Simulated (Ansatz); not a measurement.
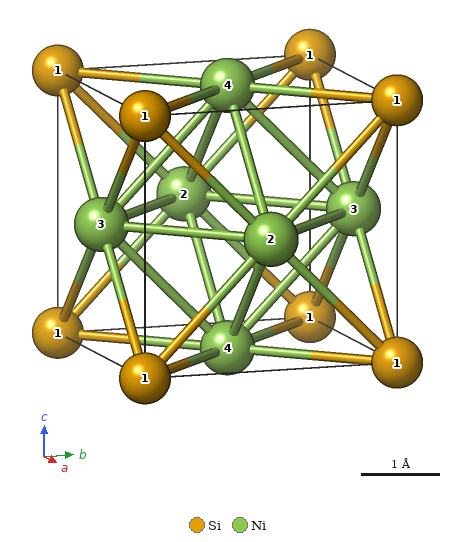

Fig. 1: The structure as given in the input (ball-and-stick view of the cell of the calculation, seen slightly off an axis; atoms are numbered from 1 in the order of the input). An atom can appear more than once, as a periodic image.

Run report: Ni$_{3}$Si, single-point calculation

System: Ni$_{3}$Si (4 atoms in the cell).
Method: DFT PBEsol, scalar-relativistic, plane waves, PAW, no spin polarisation (Ansatz 0.2.0).

The structure derives from an entry of the Crystallography Open Database. Figures and captions count atoms from 1; the log counts them from 0 in places.

## Input
```yaml
crystal:
  lattice:
    - [3.4612457436, 0.0, 0.0]
    - [0.0, 3.4612457436, 0.0]
    - [0.0, 0.0, 3.4612457436]
  atoms:
    - { symbol: Si, position: [0.0, 0.0, 0.0] }
    - { symbol: Ni, position: [0.0, 0.5, 0.5] }
    - { symbol: Ni, position: [0.5, 0.0, 0.5] }
    - { symbol: Ni, position: [0.5, 0.5, 0.0] }
basis:
  ecutwfc: 420
kpoints:
  mp_grid: { grid: [16, 16, 16] }
hamiltonian:
  xc: pbesol
scf:
  occupations: { method: gaussian, width: 0.15 }
output:
  forces: true
  stress: true
  eigenvalues: true
  write_density: true
  write_potential: true
  elf: true
  volumetric_format: npy
```

Run on 1 thread of Intel Xeon @ 2.50GHz (Skylake/Cascade Lake), 32 GiB of memory available, shared host.

Launch command:
```bash
ansatz run input.yaml --threads 1 --pin off --max-ram 2560MiB --backend cpu --events-out ev --progress --plain --runs-dir out
```

## What the program printed
```
Engine: ansatz 0.2.0, x86_64-unknown-linux-gnu
Pseudopotentials: kind: paw
Pseudopotential: Si, paw, valence charge 4, recommended cutoff 420 eV (normal), Si.paw.azcp
Pseudopotential: Ni, paw, valence charge 18, recommended cutoff 420 eV (normal), Ni.paw.azcp
Functional definition: PBEsol
  exchange = pbesol_x
  correlation = pbesol_c
Crystal: 4 atoms, lattice volume = 41.466 Å³
Basis set: ecut = 420 eV, 799 PW (Γ), exchange–correlation on 48×48×48 points (8 copies of the dense FFT grid, shifted against one another)
Bands: 35, of which v1, the nominal top of the filled ones, is band 29 counted from 1 (28 counted from 0)
Symmetry: 48 space group operations
Space group: Pm-3m (ITA 221), of the structure as read, at distance tolerance 3.5e-5 Å
k-points: 165 of 4096
Non-local potential: Si, projectors of the file, l = 0: 2, l = 1: 2, l = 2: 2
Non-local potential: Ni, projectors of the file, l = 0: 3, l = 1: 2, l = 2: 3, l = 3: 1
PAW form: soft (Blöchl's): semilocal exchange-correlation on the pseudo side does not see the compensation charge
PAW frozen core: Si, regenerated for the run's functional, and the local potential with it (the file was generated under x = pbe(κ = 0.804, μ = 0.2195149727645171), c = pbe(β = 0.06672455060314922))
PAW frozen core: Ni, regenerated for the run's functional, and the local potential with it (the file was generated under x = pbe(κ = 0.804, μ = 0.2195149727645171), c = pbe(β = 0.06672455060314922))
PAW one-centre angular grid: Si, 110 points (default); XC on 64 Gauss nodes
PAW one-centre angular grid: Ni, 590 points (default); XC on 64 Gauss nodes
Initial density: superposition of atomic densities (neutral atoms: chi_scale 0, normalization atom), corrected by the library's trained network
Initial wavefunctions: pseudopotential atomic-orbital guess
Functional: x = pbesol(κ = 0.804, μ = 0.12345679012345678), c = pbesol(β = 0.046)
SCF iter   1: F=—  HF=-18038.562441 eV  |F-HF|=—  |Δ(HF+E_count)|=         —  Δρ=2.15e-2  dr2=9.72e-2  ethr=1.77e-3  ⟨swp⟩=5.2  Hψ=20559  notcnv=0
preconditioner: auto → Kerker (q_TF=auto, 2.885 Å⁻¹)  [metal: Δε(μ)=0.001 eV  Ē_g=7.616 eV  σ=0.150 eV  W_gap=0.00  n_scr=18 (ndim 8)  ℏωp=33.6 eV  f_vac=0.001  D(μ)=1.91/eV (n_scr^D=18)]
SCF iter   2: F=—  HF=-18038.544201 eV  |F-HF|=—  |Δ(HF+E_count)|=   1.82e-2  Δρ=4.96e-3  dr2=6.08e-3  ethr=1.68e-4  ⟨swp⟩=2.2  Hψ=11053  notcnv=0  defer=107
SCF iter   3: F=—  HF=-18038.542787 eV  |F-HF|=—  |Δ(HF+E_count)|=   1.41e-3  Δρ=1.69e-3  dr2=1.09e-3  ethr=1.05e-5  ⟨swp⟩=1.8  Hψ=6531  notcnv=0  defer=107
SCF iter   4: F=—  HF=-18038.542370 eV  |F-HF|=—  |Δ(HF+E_count)|=   4.18e-4  Δρ=5.27e-4  dr2=1.52e-4  ethr=1.88e-6  ⟨swp⟩=2.0  Hψ=7760  notcnv=0  defer=107
SCF iter   5: F=—  HF=-18038.542336 eV  |F-HF|=—  |Δ(HF+E_count)|=   3.34e-5  Δρ=8.46e-5  dr2=6.73e-6  ethr=2.62e-7  ⟨swp⟩=2.0  Hψ=7015  notcnv=0  defer=107
SCF iter   6: F=—  HF=-18038.542335 eV  |F-HF|=—  |Δ(HF+E_count)|=   1.59e-6  Δρ=2.61e-5  dr2=1.51e-7  ethr=1.16e-8  ⟨swp⟩=2.0  Hψ=8618  notcnv=0  defer=107
SCF iter   7: F=-18038.542335 eV  HF=-18038.542335 eV  |F-HF|=5.21e-9  |Δ(HF+E_count)|=   2.65e-8  Δρ=5.88e-6  dr2=1.15e-8  ethr=1.72e-10  ⟨swp⟩=10.8  Hψ=39702  notcnv=0
SCF 1 converged in 7 iterations: F = -18038.542335 eV  dr2 = 1.15e-8
  greatest PAW one-centre occupation: 1.001 electrons in one spin orbital (limit 2), on the Ni atom at site 3 (counted from 0), in its partial waves of l = 1
SCF converged after 7 iterations
Free energy (F): -18038.542335 eV
Harris-Foulkes:  -18038.542335 eV  (|F-HF|=5.21e-9)
Internal energy: -18038.521378 eV  (E = F + TS)
E sigma→0 (E₀):  -18038.531856 eV
Entropy (-TS):   -0.020956 eV (-5.239 meV/atom)
Fermi energy:    18.227376 eV
--- Per-component energies (eV) ---
  E_band       = -805.976855
  E_kinetic    = 900.155657
  E_local      = -11446.338696  (includes V_loc(G=0)·N_el)
  E_nonlocal   = 1933.474551
  E_hartree    = 4881.342727
  E_xc         = -313.446459
  E_vxc        = -381.931475  (∫ρ·V_xc dr)
  E_paw        = -5284.184097  (= ΣΔE_a)
  E_vpaw       = -1574.023601  (= ΣTr[D̂ρ^β])
  E_aug_tail   = 0.001464  (compensation charges beyond the density's cutoff)
  E_ewald      = -8710.149952
  E_core_change = 0.623427  (= ΣΔE_core)
  E_smearing   = -0.020956  (= −TS)
  E_closure    = 0.000000  (closes the sum)
  Σ components = -18038.542335   (vs F -18038.542335, Δ=0.00e0)
--- Forces (eV/Å), atoms counted from 1 ---
  atom   1  Si    -0.00000000     0.00000000     0.00000000
  atom   2  Ni     0.00000000    -0.00000000     0.00000000
  atom   3  Ni     0.00000000    -0.00000000     0.00000000
  atom   4  Ni     0.00000000     0.00000000     0.00000000
  max |Σ_I F_I| component: 1.27e-28 eV/Å
--- Stress (GPa, compression-positive) ---
       -0.025230       0.000000       0.000000
        0.000000      -0.025230       0.000000
        0.000000       0.000000      -0.025230
  P = ⅓ Tr σ = -0.0252 GPa (-0.252 kbar)
--- Band table (eV; the first three rows and the last of 165) ---
  k-point 0: bands = ["-84.7527", "-84.7094", "-84.7094", "-45.3808", "-45.3808", "-45.3808", "-45.3123", "-45.3123", "-45.3123", "-45.1355", "-45.1355", "-45.1355", "5.9109", "13.0155", "13.8678", "13.8678", "14.4184", "14.4184", "14.4184", "16.5611", "16.5611", "16.5611", "17.2255", "17.2255", "17.2255", "17.5662", "17.5662", "17.9153", "18.2483", "18.2483", "18.2483", "23.3789", "24.6880", "24.6880", "28.9730"]
  k-point 1: bands = ["-84.7523", "-84.7097", "-84.7094", "-45.3799", "-45.3799", "-45.3796", "-45.3126", "-45.3126", "-45.3124", "-45.1369", "-45.1361", "-45.1361", "5.9585", "13.0288", "13.8011", "13.9023", "14.4155", "14.4155", "14.4326", "16.4456", "16.4456", "16.5453", "17.0633", "17.2966", "17.2966", "17.5672", "17.5804", "17.8947", "18.2484", "18.3333", "18.3333", "23.4969", "24.6758", "24.8304", "28.8298"]
  k-point 2: bands = ["-84.7512", "-84.7108", "-84.7094", "-45.3774", "-45.3774", "-45.3761", "-45.3134", "-45.3134", "-45.3126", "-45.1410", "-45.1379", "-45.1379", "6.1003", "13.0334", "13.6208", "14.0038", "14.4053", "14.4053", "14.4743", "16.2346", "16.2346", "16.4989", "16.7415", "17.3568", "17.3568", "17.5512", "17.5690", "17.8342", "18.2485", "18.6101", "18.6101", "23.6845", "24.6396", "25.3236", "28.3328"]
  k-point 164: bands = ["-84.7236", "-84.7236", "-84.7236", "-45.4068", "-45.4068", "-45.4068", "-45.3325", "-45.2496", "-45.2496", "-45.2496", "-45.1002", "-45.1002", "9.8345", "13.6563", "13.6563", "13.6563", "14.2825", "14.2825", "14.2825", "15.8539", "15.8539", "15.8539", "16.6769", "16.6769", "16.6769", "16.8954", "16.8954", "17.5990", "17.9998", "17.9998", "17.9998", "19.6158", "22.3522", "22.3522", "22.3522"]
```

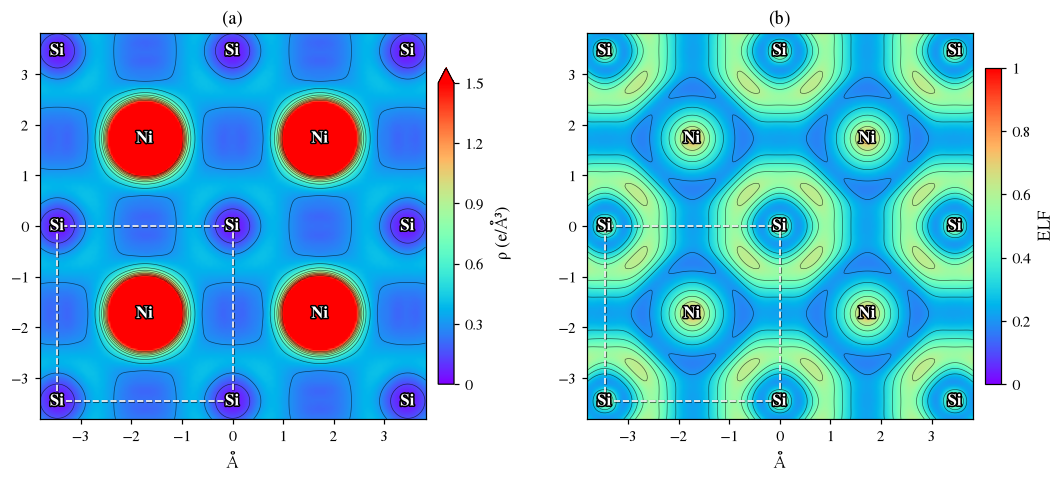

Fig. 2: (a) valence charge density (pseudo); (b) electron localisation function on the (001) plane of the conventional cell. Si–Ni (2.45 Å): ρ is about 0.38 e/Å³ halfway; the ELF is about 0.40 at the midpoint. Away from the nuclei the density in this plane falls to 0.2 e/Å³ at its lowest. The strong features right at Ni lie inside the PAW spheres (semicore, d or f shells) and say nothing about bonding. Core electrons are frozen (PAW), so the fields are smoothed inside the atomic spheres.

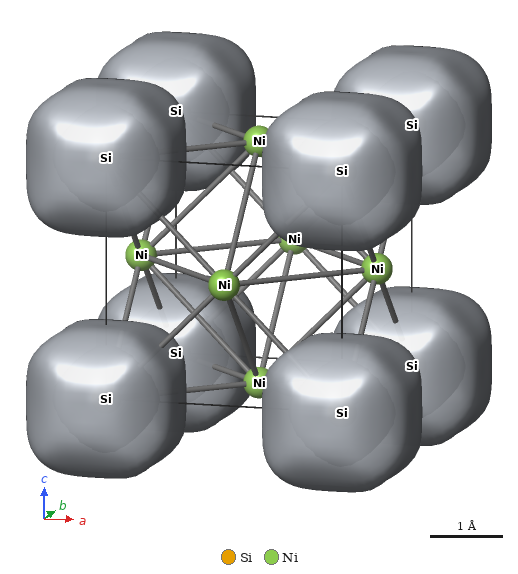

Fig. 3: Isosurface of the electron localisation function at 0.5 (grey), seen slightly off an axis. Only the valence region is drawn (cores and ρ < 0.01 e/Å³ removed). Sticks mark near contacts. The outline is the cell set on symmetry axes. Along the contacts the grid gives the following. Si–Ni (2.45 Å): the ELF is about 0.40 at the midpoint. Ni–Ni (2.45 Å): the ELF is about 0.25 at the midpoint; no localised pair between them.

## Summary

- outcome: converged
- space group (tolerance 0.01 Å): Pm-3m (221)
- electrons treated: 58
- free energy: −18038.5423 eV
- Fermi energy: 18.227 eV
- gap on the k-point mesh: none (metallic)
- pressure: −0.03 GPa
- largest force (length of the vector): under 0.001 eV/Å
- wall time: 15 s
- peak memory: 0.5 GiB

## Notes

The run has no spin polarisation, so a magnetic state may lie lower.
